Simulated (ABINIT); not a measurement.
## Phonon bands calculation of Ta (part 2 of 3)

Ta (Im-3m, 1 atom in the cell); Kohn-Sham DFT of a periodic cell, PBE, PseudoDojo NC SR PBE v0.4.1 standard, no spin polarisation (ABINIT 10.8.3); cutoff 707.5 eV, 10×10×10 k-mesh, fermi-dirac of 0.136 eV. The structure derives from an entry of the Crystallography Open Database.

Geometry of the input (Å; fractional positions):
```
-1.6513  1.6513  1.6513
1.6513  -1.6513  1.6513
1.6513  1.6513  -1.6513
Ta 0.0000  0.0000  0.0000
```

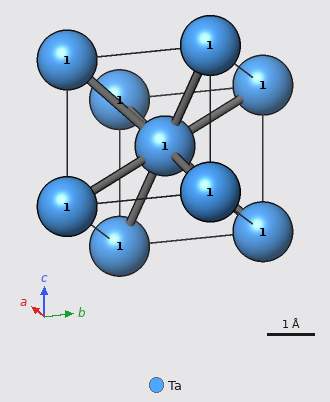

Fig. 1: The structure (ball-and-stick view of the cell 2 times as large as that of the calculation, set on its symmetry axes, seen at an oblique angle; atoms are numbered from 1 in the order of the input). An atom can appear more than once, as a periodic image.

**The program's output, continued**
```
--- !DatasetInfo
iteration_state: {dtset: 2, }
dimensions: {natom: 1, nkpt: 504, mband: 15, nsppol: 1, nspinor: 1, nspden: 1, mpw: 784, }
cutoff_energies: {ecut:  26.0, pawecutdg:  -1.0, }
electrons: {nelect:   1.30000000E+01, charge:   0.00000000E+00, occopt:   3.00000000E+00, tsmear:   4.99790782E-03, }
meta: {optdriver: 1, rfphon: 1, }
...

 mkfilename : getwfk/=0, take file _WFK from output of DATASET   1.

 Exchange-correlation functional for the present dataset will be:
  GGA: Perdew-Burke-Ernzerhof functional - ixc=11
  J.P.Perdew, K.Burke, M.Ernzerhof, PRL 77, 3865 (1996)

 Real(R)+Recip(G) space primitive vectors, cartesian coordinates (Bohr,Bohr^-1):
 R(1)= -3.1204670  3.1204670  3.1204670  G(1)=  0.0000000  0.1602324  0.1602324
 R(2)=  3.1204670 -3.1204670  3.1204670  G(2)=  0.1602324  0.0000000  0.1602324
 R(3)=  3.1204670  3.1204670 -3.1204670  G(3)=  0.1602324  0.1602324  0.0000000
 Unit cell volume ucvol=  1.2153987E+02 bohr^3
 Angles (23,13,12)=  1.09471221E+02  1.09471221E+02  1.09471221E+02 degrees
 setup1 : take into account q-point for computing boxcut.

 getcut: wavevector=  0.0000  0.0000  0.0000  ngfft=  27  27  27
         ecut(hartree)=     26.000   => boxcut(ratio)=   2.09886
--------------------------------------------------------------------------------

 ==>  initialize data related to q vector <==

 The list of irreducible perturbations for this q vector is:
    1)    idir= 1    ipert=   1

================================================================================

 The perturbation idir=   2  ipert=   1 is
 symmetric of a previously calculated perturbation.
 So, its SCF calculation is not needed.

 The perturbation idir=   3  ipert=   1 is
 symmetric of a previously calculated perturbation.
 So, its SCF calculation is not needed.

--------------------------------------------------------------------------------
 Perturbation wavevector (in red.coord.)   0.000000  0.000000  0.000000
 Perturbation : displacement of atom   1   along direction   1
 Found     6 symmetries that leave the perturbation invariant.
 symkpt : the number of k-points, thanks to the symmetries,
 is reduced to   116 .

--------------------------------------------------------------------------------

--------------------------------------------------------------------------------

 dfpt_looppert : total number of electrons, from k and k+q
  fully or partially occupied states are    1.300000E+01 and    1.300000E+01.
 Initialisation of the first-order wave-functions :
  ireadwf=   0

--- !BeginCycle
iteration_state: {dtset: 2, }
solver: {iscf: 7, nstep: 80, nline: 4, wfoptalg: 0, }
tolerances: {tolvrs: 1.00E-08, }
...

     iter   2DEtotal(Ha)        deltaE(Ha) residm    vres2
-ETOT  1  0.15357923276540     -1.198E+03 2.499E+00 1.408E+02
 ETOT  2  2.38355258485967E-03 -1.512E-01 3.595E-02 3.421E+00
 ETOT  3  1.34682105880302E-04 -2.249E-03 6.923E-04 1.115E-01
 ETOT  4  6.18481808203342E-05 -7.283E-05 3.321E-05 7.372E-04
 ETOT  5  6.14371292328997E-05 -4.111E-07 1.604E-06 2.211E-06
 ETOT  6  6.14362879503005E-05 -8.413E-10 7.867E-08 4.702E-09

 At SCF step    6       vres2   =  4.70E-09 < tolvrs=  1.00E-08 =>converged.
================================================================================

 ----iterations are completed or convergence reached----

 Mean square residual over all n,k,spin=   85.178E-12; max=  78.667E-09

 2DEtotal=    0.6143628795E-04 Ha. Also 2DEtotal=    0.167176656093E-02 eV
    (2DErelax=   -1.1981986966E+03 Ha. 2DEnonrelax=    1.1981987581E+03 Ha)
    (  non-var. 2DEtotal :    5.1344439242E-05 Ha)

================================================================================

 ---- first-order wavefunction calculations are completed ----

 ==> Compute Derivative Database <==

  Dynamical matrix, in cartesian coordinates,
   if specified in the inputs, asr has been imposed
     j1       j2             matrix element
  dir pert dir pert     real part    imaginary part

  Phonon wavevector (reduced coordinates) :  0.00000  0.00000  0.00000
 Phonon energies in Hartree :
   0.000000E+00  0.000000E+00  0.000000E+00
 Phonon frequencies in cm-1    :
   0.000000E+00  0.000000E+00  0.000000E+00

================================================================================
== DATASET  3 ==================================================================

--- !DatasetInfo
iteration_state: {dtset: 3, }
dimensions: {natom: 1, nkpt: 1000, mband: 15, nsppol: 1, nspinor: 1, nspden: 1, mpw: 784, }
cutoff_energies: {ecut:  26.0, pawecutdg:  -1.0, }
electrons: {nelect:   1.30000000E+01, charge:   0.00000000E+00, occopt:   3.00000000E+00, tsmear:   4.99790782E-03, }
meta: {optdriver: 1, rfphon: 1, }
...

 mkfilename : getwfk/=0, take file _WFK from output of DATASET   1.

 Exchange-correlation functional for the present dataset will be:
  GGA: Perdew-Burke-Ernzerhof functional - ixc=11
  J.P.Perdew, K.Burke, M.Ernzerhof, PRL 77, 3865 (1996)

 Real(R)+Recip(G) space primitive vectors, cartesian coordinates (Bohr,Bohr^-1):
 R(1)= -3.1204670  3.1204670  3.1204670  G(1)=  0.0000000  0.1602324  0.1602324
 R(2)=  3.1204670 -3.1204670  3.1204670  G(2)=  0.1602324  0.0000000  0.1602324
 R(3)=  3.1204670  3.1204670 -3.1204670  G(3)=  0.1602324  0.1602324  0.0000000
 Unit cell volume ucvol=  1.2153987E+02 bohr^3
 Angles (23,13,12)=  1.09471221E+02  1.09471221E+02  1.09471221E+02 degrees
 setup1 : take into account q-point for computing boxcut.

 getcut: wavevector=  0.5000  0.0000  0.0000  ngfft=  27  27  27
         ecut(hartree)=     26.000   => boxcut(ratio)=   2.01596
--------------------------------------------------------------------------------

 ==>  initialize data related to q vector <==

 The list of irreducible perturbations for this q vector is:
    1)    idir= 1    ipert=   1
    2)    idir= 2    ipert=   1

================================================================================

 The perturbation idir=   3  ipert=   1 is
 symmetric of a previously calculated perturbation.
 So, its SCF calculation is not needed.

--------------------------------------------------------------------------------
 Perturbation wavevector (in red.coord.)   0.500000  0.000000  0.000000
 Perturbation : displacement of atom   1   along direction   1
 Found     2 symmetries that leave the perturbation invariant.
 symkpt : the number of k-points, thanks to the symmetries,
 is reduced to   550 .

--------------------------------------------------------------------------------

--------------------------------------------------------------------------------

 dfpt_looppert : total number of electrons, from k and k+q
  fully or partially occupied states are    1.300000E+01 and    1.300000E+01.
 Initialisation of the first-order wave-functions :
  ireadwf=   0

--- !BeginCycle
iteration_state: {dtset: 3, }
solver: {iscf: 7, nstep: 80, nline: 4, wfoptalg: 0, }
tolerances: {tolvrs: 1.00E-08, }
...

     iter   2DEtotal(Ha)        deltaE(Ha) residm    vres2
-ETOT  1   9.1424730234907     -1.503E+03 2.768E+00 2.416E+04
 ETOT  2   4.7681389894564     -4.374E+00 7.637E-02 3.057E+03
 ETOT  3   4.1181778257393     -6.500E-01 2.519E-03 3.819E+00
 ETOT  4   4.1167257898911     -1.452E-03 3.766E-05 1.758E-02
 ETOT  5   4.1167139388830     -1.185E-05 1.184E-06 1.466E-04
 ETOT  6   4.1167139787318      3.985E-08 1.818E-08 3.443E-04
 ETOT  7   4.1167139003921     -7.834E-08 3.022E-10 3.550E-05
 ETOT  8   4.1167138913815     -9.011E-09 1.782E-11 4.317E-08
 ETOT  9   4.1167138913483     -3.320E-11 2.881E-13 4.244E-11

 At SCF step    9       vres2   =  4.24E-11 < tolvrs=  1.00E-08 =>converged.
================================================================================

 ----iterations are completed or convergence reached----

 Mean square residual over all n,k,spin=   91.226E-16; max=  28.814E-14

 2DEtotal=    0.4116713891E+01 Ha. Also 2DEtotal=    0.112021491762E+03 eV
    (2DErelax=   -1.5080235502E+03 Ha. 2DEnonrelax=    1.5121402641E+03 Ha)
    (  non-var. 2DEtotal :    4.1167141611E+00 Ha)

--------------------------------------------------------------------------------
 Perturbation wavevector (in red.coord.)   0.500000  0.000000  0.000000
 Perturbation : displacement of atom   1   along direction   2
 The set of symmetries contains only one element for this perturbation.
 symkpt : not enough symmetry to change the number of k points.

--------------------------------------------------------------------------------

--------------------------------------------------------------------------------

 dfpt_looppert : total number of electrons, from k and k+q
  fully or partially occupied states are    1.300000E+01 and    1.300000E+01.
 Initialisation of the first-order wave-functions :
  ireadwf=   0

--- !BeginCycle
iteration_state: {dtset: 3, }
solver: {iscf: 7, nstep: 80, nline: 4, wfoptalg: 0, }
tolerances: {tolvrs: 1.00E-08, }
...

     iter   2DEtotal(Ha)        deltaE(Ha) residm    vres2
-ETOT  1   2.5543808741542     -1.222E+03 2.604E+00 8.846E+01
 ETOT  2   2.4243466016435     -1.300E-01 6.637E-02 2.294E+00
 ETOT  3   2.4231031603310     -1.243E-03 2.925E-04 8.341E-02
 ETOT  4   2.4230475372317     -5.562E-05 1.013E-05 1.089E-03
 ETOT  5   2.4230468759276     -6.613E-07 1.065E-07 2.729E-06
 ETOT  6   2.4230468749872     -9.404E-10 3.786E-09 9.293E-08
 ETOT  7   2.4230468750650      7.799E-11 7.396E-11 4.956E-07
 ETOT  8   2.4230468749549     -1.103E-10 2.601E-12 6.219E-10

 At SCF step    8       vres2   =  6.22E-10 < tolvrs=  1.00E-08 =>converged.
================================================================================

 ----iterations are completed or convergence reached----

 Mean square residual over all n,k,spin=   36.747E-16; max=  26.013E-13

 2DEtotal=    0.2423046875E+01 Ha. Also 2DEtotal=    0.659344644065E+02 eV
    (2DErelax=   -1.2221224709E+03 Ha. 2DEnonrelax=    1.2245455178E+03 Ha)
    (  non-var. 2DEtotal :    2.4230474519E+00 Ha)

================================================================================

 ---- first-order wavefunction calculations are completed ----

 ==> Compute Derivative Database <==

  Dynamical matrix, in cartesian coordinates,
   if specified in the inputs, asr has been imposed
     j1       j2             matrix element
  dir pert dir pert     real part    imaginary part

   1    1   1    1         0.1464091601         0.0000000000

   2    1   2    1         0.0947000502        -0.0000002174
   2    1   3    1         0.0434838999        -0.0000002174

   3    1   2    1         0.0434838999        -0.0000002174
   3    1   3    1         0.0947000502        -0.0000002174

  Phonon wavevector (reduced coordinates) :  0.50000  0.00000  0.00000
 Phonon energies in Hartree :
   3.940457E-04  6.472499E-04  6.662348E-04
 Phonon frequencies in cm-1    :
   8.648304E+01  1.420549E+02  1.462216E+02

================================================================================
== DATASET  4 ==================================================================

--- !DatasetInfo
iteration_state: {dtset: 4, }
dimensions: {natom: 1, nkpt: 1000, mband: 15, nsppol: 1, nspinor: 1, nspden: 1, mpw: 784, }
cutoff_energies: {ecut:  26.0, pawecutdg:  -1.0, }
electrons: {nelect:   1.30000000E+01, charge:   0.00000000E+00, occopt:   3.00000000E+00, tsmear:   4.99790782E-03, }
meta: {optdriver: 1, rfphon: 1, }
...

 mkfilename : getwfk/=0, take file _WFK from output of DATASET   1.

 Exchange-correlation functional for the present dataset will be:
  GGA: Perdew-Burke-Ernzerhof functional - ixc=11
  J.P.Perdew, K.Burke, M.Ernzerhof, PRL 77, 3865 (1996)

 Real(R)+Recip(G) space primitive vectors, cartesian coordinates (Bohr,Bohr^-1):
 R(1)= -3.1204670  3.1204670  3.1204670  G(1)=  0.0000000  0.1602324  0.1602324
 R(2)=  3.1204670 -3.1204670  3.1204670  G(2)=  0.1602324  0.0000000  0.1602324
 R(3)=  3.1204670  3.1204670 -3.1204670  G(3)=  0.1602324  0.1602324  0.0000000
 Unit cell volume ucvol=  1.2153987E+02 bohr^3
 Angles (23,13,12)=  1.09471221E+02  1.09471221E+02  1.09471221E+02 degrees
 setup1 : take into account q-point for computing boxcut.

 getcut: wavevector=  0.5000  0.5000  0.5000  ngfft=  27  27  27
         ecut(hartree)=     26.000   => boxcut(ratio)=   2.01837
--------------------------------------------------------------------------------

 ==>  initialize data related to q vector <==

 The list of irreducible perturbations for this q vector is:
    1)    idir= 1    ipert=   1

================================================================================

 The perturbation idir=   2  ipert=   1 is
 symmetric of a previously calculated perturbation.
 So, its SCF calculation is not needed.

 The perturbation idir=   3  ipert=   1 is
 symmetric of a previously calculated perturbation.
 So, its SCF calculation is not needed.

--------------------------------------------------------------------------------
 Perturbation wavevector (in red.coord.)   0.500000  0.500000  0.500000
 Perturbation : displacement of atom   1   along direction   1
 Found     2 symmetries that leave the perturbation invariant.
 symkpt : the number of k-points, thanks to the symmetries,
 is reduced to   550 .

--------------------------------------------------------------------------------

--------------------------------------------------------------------------------

 dfpt_looppert : total number of electrons, from k and k+q
  fully or partially occupied states are    1.300000E+01 and    1.300000E+01.
 Initialisation of the first-order wave-functions :
  ireadwf=   0

--- !BeginCycle
iteration_state: {dtset: 4, }
solver: {iscf: 7, nstep: 80, nline: 4, wfoptalg: 0, }
tolerances: {tolvrs: 1.00E-08, }
...

     iter   2DEtotal(Ha)        deltaE(Ha) residm    vres2
-ETOT  1   6.0058115343251     -1.362E+03 3.141E+00 1.749E+03
 ETOT  2   5.3373787265540     -6.684E-01 9.268E-02 7.616E+01
 ETOT  3   5.3080733276273     -2.931E-02 3.105E-03 7.797E-01
 ETOT  4   5.3076673677123     -4.060E-04 1.249E-04 4.280E-03
 ETOT  5   5.3076647733523     -2.594E-06 4.442E-06 2.925E-05
 ETOT  6   5.3076647824941      9.142E-09 2.283E-07 5.086E-05
 ETOT  7   5.3076647602428     -2.225E-08 7.551E-09 3.430E-07
 ETOT  8   5.3076647600823     -1.605E-10 3.972E-10 6.929E-11

 At SCF step    8       vres2   =  6.93E-11 < tolvrs=  1.00E-08 =>converged.
================================================================================

 ----iterations are completed or convergence reached----

 Mean square residual over all n,k,spin=   16.116E-14; max=  39.725E-11

 2DEtotal=    0.5307664760E+01 Ha. Also 2DEtotal=    0.144428915851E+03 eV
    (2DErelax=   -1.3630352219E+03 Ha. 2DEnonrelax=    1.3683428867E+03 Ha)
    (  non-var. 2DEtotal :    5.3076624780E+00 Ha)

================================================================================

 ---- first-order wavefunction calculations are completed ----

 ==> Compute Derivative Database <==

  Dynamical matrix, in cartesian coordinates,
   if specified in the inputs, asr has been imposed
     j1       j2             matrix element
  dir pert dir pert     real part    imaginary part

   1    1   1    1         0.1816949540         0.0000000892

   2    1   2    1         0.1816949540         0.0000000892

   3    1   3    1         0.1816949540         0.0000000892

  Phonon wavevector (reduced coordinates) :  0.50000  0.50000  0.50000
 Phonon energies in Hartree :
   7.421892E-04  7.421892E-04  7.421892E-04
 Phonon frequencies in cm-1    :
   1.628917E+02  1.628917E+02  1.628917E+02

== END DATASET(S) ==============================================================
================================================================================

 -outvars: echo values of variables after computation  --------
            acell      5.4048073131E+00  5.4048073131E+00  5.4048073131E+00 Bohr
           etotal1    -6.5104759899E+01
           etotal2     6.1436287950E-05
           etotal3     2.4230468750E+00
           etotal4     5.3076647601E+00
            fcart1     0.0000000000E+00  0.0000000000E+00  0.0000000000E+00
            fcart2     0.0000000000E+00  0.0000000000E+00  0.0000000000E+00
            fcart3     0.0000000000E+00  0.0000000000E+00  0.0000000000E+00
            fcart4     0.0000000000E+00  0.0000000000E+00  0.0000000000E+00
            rprim     -5.7735026920E-01  5.7735026920E-01  5.7735026920E-01
                       5.7735026920E-01 -5.7735026920E-01  5.7735026920E-01
                       5.7735026920E-01  5.7735026920E-01 -5.7735026920E-01
           strten1    -1.3077146510E-04 -1.3077146510E-04 -1.3077146510E-04
                       0.0000000000E+00  0.0000000000E+00  0.0000000000E+00
           strten2     0.0000000000E+00  0.0000000000E+00  0.0000000000E+00
                       0.0000000000E+00  0.0000000000E+00  0.0000000000E+00
           strten3     0.0000000000E+00  0.0000000000E+00  0.0000000000E+00
                       0.0000000000E+00  0.0000000000E+00  0.0000000000E+00
           strten4     0.0000000000E+00  0.0000000000E+00  0.0000000000E+00
                       0.0000000000E+00  0.0000000000E+00  0.0000000000E+00
 Calculation completed.
```

**File anaddb.abo**
```
.Version 10.8.3 of ANADDB
================================================================================

 -outvars_anaddb: echo values of input variables ----------------------

 Flags :
     ifcflag         1
 Miscellaneous information :
         asr         1
      chneut         0
 Interatomic Force Constants Inputs :
      dipdip         0
     dipquad         0
    quadquad         0
      ifcana         0
      ifcout         0
 Description of grid 1 :
        brav         1
       ngqpt         2         2         2
      nqshft         1
      q1shft
                     0.00000000E+00  0.00000000E+00  0.00000000E+00
 Phonon DOS information :
   dosdeltae  2.00000000E-05
    dossmear  4.55633525E-06
 Description of grid 2 (Fourier interp. or BZ sampling):
      ng2qpt        20        20        20
      ngrids         4
      q2shft         0.00000000E+00  0.00000000E+00  0.00000000E+00

================================================================================

 read the DDB information and perform some checks

  ==== Info on the Cryst% object ====
 Real(R)+Recip(G) space primitive vectors, cartesian coordinates (Bohr,Bohr^-1):
 R(1)= -3.1204670  3.1204670  3.1204670  G(1)=  0.0000000  0.1602324  0.1602324
 R(2)=  3.1204670 -3.1204670  3.1204670  G(2)=  0.1602324  0.0000000  0.1602324
 R(3)=  3.1204670  3.1204670 -3.1204670  G(3)=  0.1602324  0.1602324  0.0000000
 Unit cell volume ucvol=  1.2153987E+02 bohr^3
 Angles (23,13,12)=  1.09471221E+02  1.09471221E+02  1.09471221E+02 degrees
 Time-reversal symmetry is present
 Reduced atomic positions [iatom, xred, symbol]:
    1)    0.0000000  0.0000000  0.0000000  Ta

 DDB file with 5 blocks has been read.

================================================================================

 Calculation of the interatomic forces

       Homogeneous q point set in the B.Z.
 Grid q points  :        8
  1)   0.00000000E+00  0.00000000E+00  0.00000000E+00
  2)   5.00000000E-01  0.00000000E+00  0.00000000E+00
  3)   0.00000000E+00  5.00000000E-01  0.00000000E+00
  4)   5.00000000E-01  5.00000000E-01  0.00000000E+00
  5)   0.00000000E+00  0.00000000E+00  5.00000000E-01
  6)   5.00000000E-01  0.00000000E+00  5.00000000E-01
  7)   0.00000000E+00  5.00000000E-01  5.00000000E-01
  8)   5.00000000E-01  5.00000000E-01  5.00000000E-01

 The interatomic forces have been obtained

================================================================================

 Calculation of phonon density of states

 Average speed of sound partial sums:     0.1163792037E-02 (at units)

 Debye frequency from partial sums:     0.9157693941E-03 (Ha)
-Debye temperature from partial sums:     0.2891771032E+03 (K)

 Average speed of sound:     0.1217531173E-02 (at units)

 Debye frequency from DOS:     0.9580558634E-03 (Ha)
-Debye temperature from DOS:     0.3025301140E+03 (K)

================================================================================

 Treat the first list of vectors

 [... frequencies along the path: see the file of bands ...]
================================================================================

 anaddb : the run completed successfully.
```
